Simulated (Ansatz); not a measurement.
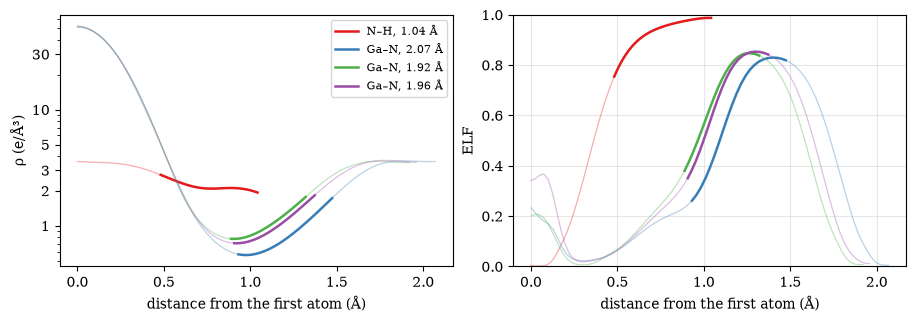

Figure 1: Ga18HN18 (cell charge +1, with a compensating background) (cell with a defect). Valence pseudo-density and ELF along straight lines between neighbouring atoms. Thin, pale parts lie inside the atomic spheres.

Theory: DFT PBE, scalar-relativistic, plane waves, PAW in Ansatz 0.2.0.

The density is the valence pseudo-density of a PAW calculation; it isn't the true density close to the nuclei.

Question: What can be read from the curves?

Answer: N–H (1.04 Å): ρ is about 2.6 e/Å³ halfway; the ELF climbs to about 1 towards the hydrogen, as it does in any bond to H: an ordinary covalent bond to hydrogen.
Ga–N (2.07 Å): ρ at the midpoint is about 0.57 e/Å³; the ELF peaks at about 0.85 in the valence shell of N, 0.7 Å from its nucleus, and is about 0.40 at the midpoint.
Ga–N (1.92 Å): ρ is about 0.79 e/Å³ halfway; the ELF peaks at about 0.85 in the valence shell of N, 0.6 Å from its nucleus, and is about 0.50 at the midpoint.
Ga–N (1.96 Å): ρ at the midpoint is about 0.73 e/Å³; the ELF peaks at about 0.85 in the valence shell of N, 0.7 Å from its nucleus, and is about 0.45 at the midpoint.
